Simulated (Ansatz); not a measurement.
**Two runs on Ge**

System: Ge (Ibca, 8 atoms in the cell).
Method of run A: DFT, r2SCAN, plane waves, PAW, no spin polarisation (Ansatz 0.2.0).

The structure derives from a Materials Project entry. Text and figures count atoms from 1; the logs count them from 0 in places.

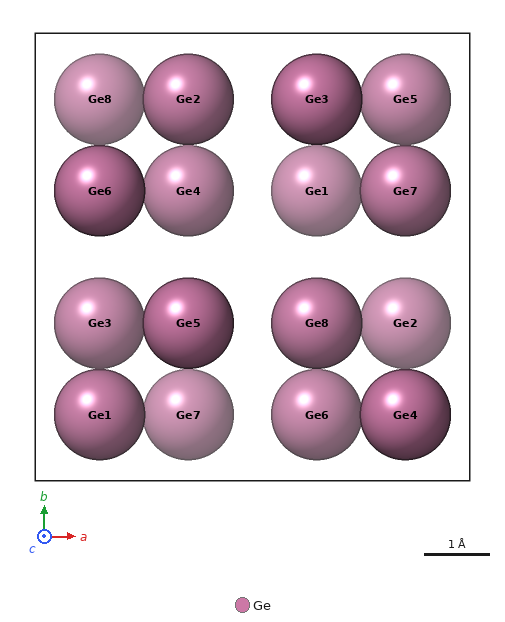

Fig. 1: The input geometry (spheres-only view of the cell 2 times as large as that of the calculation, set on its symmetry axes, along the c axis; atoms are numbered from 1 in the order of the input). An atom can appear more than once, as a periodic image.

**Input, run A**
```yaml
crystal:
  lattice:
    - [-3.3655732051, 3.5737529909, 3.469663098]
    - [3.3655732051, -3.5737529909, 3.469663098]
    - [3.3655732051, 3.5737529909, -3.469663098]
  atoms:
    - { symbol: Ge, position: [0.5, 0.0, 0.7958385093] }
    - { symbol: Ge, position: [0.7958385093, 0.5, 0.0] }
    - { symbol: Ge, position: [0.0, 0.7958385093, 0.5] }
    - { symbol: Ge, position: [0.7041614907, 0.7041614907, 0.7041614907] }
    - { symbol: Ge, position: [0.5, 0.0, 0.2041614907] }
    - { symbol: Ge, position: [0.2041614907, 0.5, 0.0] }
    - { symbol: Ge, position: [0.0, 0.2041614907, 0.5] }
    - { symbol: Ge, position: [0.2958385093, 0.2958385093, 0.2958385093] }
basis:
  xc_grid: 3
kpoints:
  mp_grid: { grid: [8, 8, 8] }
hamiltonian:
  xc: r2scan
scf:
  occupations: { method: gaussian, width: 0.15 }
output:
  forces: true
  eigenvalues: true
  stress: true
```

Command:
```bash
ansatz run input.yaml --threads 2 --pin off --max-ram 5120MiB --backend cpu --events-out ev --progress --plain --runs-dir out
```

Hardware: 2 threads of Arm Neoverse V2, 24 GiB of memory available, shared host.

**Output, shortened to warnings, some set-up lines, iterations and results (run A)**
```
Basis set: ecut = 500 eV, 4185 PW (Γ), exchange–correlation on 135×135×135 points (27 copies of the dense FFT grid, shifted against one another)
Symmetry: 8 space group operations
k-points: 95 of 512
Initial density: superposition of atomic densities (neutral atoms: chi_scale 0, normalization atom), corrected by the library's trained network
[...]
SCF iter   1: F=—  HF=-34421.744457 eV  |F-HF|=—  |Δ(HF+E_count)|=         —  Δρ=7.45e-3  dr2=4.52e-2  dr2_τ=1.54e-2  ethr=1.77e-3  ⟨swp⟩=5.4  Hψ=22450  notcnv=0  defer=1
SCF iter   2: F=—  HF=-34421.786998 eV  |F-HF|=—  |Δ(HF+E_count)|=   4.25e-2  Δρ=2.59e-3  dr2=9.74e-3  dr2_τ=1.35e-4  ethr=4.04e-5  ⟨swp⟩=2.0  Hψ=13313  notcnv=0  defer=233
SCF iter   3: F=—  HF=-34421.787330 eV  |F-HF|=—  |Δ(HF+E_count)|=   3.32e-4  Δρ=1.85e-3  dr2=5.41e-3  dr2_τ=2.73e-5  ethr=8.70e-6  ⟨swp⟩=1.1  Hψ=6678  notcnv=0  defer=233
SCF iter   4: F=—  HF=-34421.787417 eV  |F-HF|=—  |Δ(HF+E_count)|=   8.73e-5  Δρ=8.36e-4  dr2=1.20e-3  dr2_τ=5.66e-6  ethr=4.83e-6  ⟨swp⟩=2.0  Hψ=6247  notcnv=0  defer=233
SCF iter   5: F=—  HF=-34421.787445 eV  |F-HF|=—  |Δ(HF+E_count)|=   2.79e-5  Δρ=1.91e-4  dr2=6.63e-5  dr2_τ=3.31e-7  ethr=1.07e-6  ⟨swp⟩=2.0  Hψ=7514  notcnv=0  defer=233
SCF iter   6: F=—  HF=-34421.787438 eV  |F-HF|=—  |Δ(HF+E_count)|=   7.20e-6  Δρ=2.57e-5  dr2=1.80e-6  dr2_τ=6.81e-9  ethr=5.92e-8  ⟨swp⟩=2.0  Hψ=7558  notcnv=0  defer=233
SCF iter   7: F=-34421.787438 eV  HF=-34421.787438 eV  |F-HF|=2.50e-8  |Δ(HF+E_count)|=   5.19e-7  Δρ=4.69e-6  dr2=5.75e-8  dr2_τ=4.36e-10  ethr=8.93e-11  ⟨swp⟩=8.0  Hψ=30427 …
SCF 1 converged in 7 iterations: F = -34421.787438 eV  dr2 = 5.75e-8
SCF converged after 7 iterations
Free energy (F): -34421.787438 eV
Harris-Foulkes:  -34421.787438 eV  (|F-HF|=2.50e-8)
Internal energy: -34421.776041 eV  (E = F + TS)
E sigma→0 (E₀):  -34421.781739 eV
Entropy (-TS):   -0.011398 eV (-1.425 meV/atom)
Fermi energy:    9.499658 eV
--- Per-component energies (eV) ---
  E_band       = -1154.538644
  E_kinetic    = 887.637616
  E_local      = -18705.540432  (includes V_loc(G=0)·N_el)
  E_nonlocal   = 3355.812820
  E_hartree    = 8208.523456
  E_xc         = -552.929171
  E_vxc        = -543.121890  (∫ρ·V_xc dr)
  E_paw        = -16268.540709  (= ΣΔE_a)
  E_vpaw       = -2596.720454  (= ΣTr[D̂ρ^β])
  E_aug_tail   = 0.000110  (compensation charges beyond the density's cutoff)
  E_vtau       = 30.347851  (kinetic-family band-sum trace: ∫τ·v_τ [+ j·A + Jᵃ·Aᵃ] dr)
  E_ewald      = -11338.053605
  E_core_change = -8.686126  (= ΣΔE_core)
  E_smearing   = -0.011398  (= −TS)
  E_closure    = -0.000000  (closes the sum)
  Σ components = -34421.787438   (vs F -34421.787438, Δ=0.00e0)
--- Forces (eV/Å), atoms counted from 1 ---
  atom   1  Ge     0.17209822    -0.08354288    -0.23778534
  atom   2  Ge    -0.17209822    -0.08354288     0.23778534
  atom   3  Ge     0.17209822     0.08354288     0.23778534
  atom   4  Ge    -0.17209822     0.08354288    -0.23778534
  atom   5  Ge    -0.17209822     0.08354288     0.23778534
  atom   6  Ge     0.17209822     0.08354288    -0.23778534
  atom   7  Ge    -0.17209822    -0.08354288    -0.23778534
  atom   8  Ge     0.17209822    -0.08354288     0.23778534
  max |Σ_I F_I| component: 2.78e-17 eV/Å
--- Stress (GPa, compression-positive) ---
        4.342451      -0.000000      -0.000000
       -0.000000      -3.022726       0.000000
       -0.000000       0.000000       0.744964
  P = ⅓ Tr σ = 0.6882 GPa (6.882 kbar)
```

The input of run B differs as follows (lines with − go, lines with + come):
```diff
-  xc_grid: 3
+  ecutwfc: 420
-  xc: r2scan
+  xc: pbesol
+  write_density: true
+  write_potential: true
+  elf: true
+  volumetric_format: npy
```

How does run B compare with run A?

The total energies belong to different methods, so their difference says nothing on which is more stable or more accurate. The pressure goes from 0.69 to 0.21 GPa. The largest force goes from 0.305 to 0.261 eV/Å. The functional changes from r2SCAN to PBEsol. The number of SCF iterations is the same. The plane waves at Γ go from 4185 to 3247.

**Output, shortened to warnings, some set-up lines, iterations and results (run B)**
```
Basis set: ecut = 420 eV, 3247 PW (Γ), exchange–correlation on 90×90×90 points (8 copies of the dense FFT grid, shifted against one another)
Symmetry: 8 space group operations
k-points: 95 of 512
Initial density: superposition of atomic densities (neutral atoms: chi_scale 0, normalization atom), corrected by the library's trained network
[...]
SCF iter   1: F=—  HF=-34026.967211 eV  |F-HF|=—  |Δ(HF+E_count)|=         —  Δρ=2.11e-3  dr2=6.04e-3  ethr=1.77e-3  ⟨swp⟩=5.4  Hψ=22483  notcnv=0
SCF iter   2: F=—  HF=-34026.961521 eV  |F-HF|=—  |Δ(HF+E_count)|=   5.69e-3  Δρ=1.50e-3  dr2=3.02e-3  ethr=5.40e-6  ⟨swp⟩=2.4  Hψ=12836  notcnv=0
SCF iter   3: F=—  HF=-34026.961907 eV  |F-HF|=—  |Δ(HF+E_count)|=   3.85e-4  Δρ=9.10e-4  dr2=5.28e-4  ethr=2.69e-6  ⟨swp⟩=2.0  Hψ=11350  notcnv=0
SCF iter   4: F=—  HF=-34026.961015 eV  |F-HF|=—  |Δ(HF+E_count)|=   8.92e-4  Δρ=3.19e-4  dr2=1.01e-4  ethr=4.72e-7  ⟨swp⟩=2.0  Hψ=11345  notcnv=0
SCF iter   5: F=—  HF=-34026.961000 eV  |F-HF|=—  |Δ(HF+E_count)|=   1.55e-5  Δρ=1.71e-4  dr2=2.23e-5  ethr=9.02e-8  ⟨swp⟩=2.0  Hψ=11344  notcnv=0
SCF iter   6: F=—  HF=-34026.961026 eV  |F-HF|=—  |Δ(HF+E_count)|=   2.65e-5  Δρ=2.21e-5  dr2=5.24e-7  ethr=1.99e-8  ⟨swp⟩=2.0  Hψ=9825  notcnv=0
SCF iter   7: F=-34026.961026 eV  HF=-34026.961026 eV  |F-HF|=8.31e-8  |Δ(HF+E_count)|=   1.84e-7  Δρ=7.52e-6  dr2=4.53e-8  ethr=8.93e-11  ⟨swp⟩=10.9  Hψ=49891  notcnv=0
SCF 1 converged in 7 iterations: F = -34026.961026 eV  dr2 = 4.53e-8
SCF converged after 7 iterations
Free energy (F): -34026.961026 eV
Harris-Foulkes:  -34026.961026 eV  (|F-HF|=8.31e-8)
Internal energy: -34026.944410 eV  (E = F + TS)
E sigma→0 (E₀):  -34026.952718 eV
Entropy (-TS):   -0.016615 eV (-2.077 meV/atom)
Fermi energy:    9.410064 eV
--- Per-component energies (eV) ---
  E_band       = -1095.788766
  E_kinetic    = 891.111433
  E_local      = -18703.563011  (includes V_loc(G=0)·N_el)
  E_nonlocal   = 3356.653437
  E_hartree    = 8187.801902
  E_xc         = -600.066307
  E_vxc        = -518.140944  (∫ρ·V_xc dr)
  E_paw        = -15828.174115  (= ΣΔE_a)
  E_vpaw       = -2497.485272  (= ΣTr[D̂ρ^β])
  E_aug_tail   = 0.002365  (compensation charges beyond the density's cutoff)
  E_ewald      = -11338.053605
  E_core_change = 7.343490  (= ΣΔE_core)
  E_smearing   = -0.016615  (= −TS)
  E_closure    = -0.000000  (closes the sum)
  Σ components = -34026.961026   (vs F -34026.961026, Δ=0.00e0)
--- Forces (eV/Å), atoms counted from 1 ---
  atom   1  Ge     0.05802225    -0.21602804    -0.13454573
  atom   2  Ge    -0.05802225    -0.21602804     0.13454573
  atom   3  Ge     0.05802225     0.21602804     0.13454573
  atom   4  Ge    -0.05802225     0.21602804    -0.13454573
  atom   5  Ge    -0.05802225     0.21602804     0.13454573
  atom   6  Ge     0.05802225     0.21602804    -0.13454573
  atom   7  Ge    -0.05802225    -0.21602804    -0.13454573
  atom   8  Ge     0.05802225    -0.21602804     0.13454573
  max |Σ_I F_I| component: 1.11e-16 eV/Å
--- Stress (GPa, compression-positive) ---
        3.353832      -0.000000      -0.000000
       -0.000000      -2.995451       0.000000
       -0.000000       0.000000       0.275380
  P = ⅓ Tr σ = 0.2113 GPa (2.113 kbar)
```

**The two runs side by side**

```csv
quantity,run A,run B
outcome,converged,converged
free energy per atom (eV),−4302.7234,−4253.3701
"energy per atom, smearing taken to zero (eV)",−4302.7227,−4253.3691
gap on the mesh (eV),0.00,0.00
pressure (GPa),0.69,0.21
largest force (eV/Å),0.305,0.261
SCF iterations,7,7
irreducible k-points,95,95
plane waves at Γ,4185,3247
wall time (shared host),54 s,42 s
```
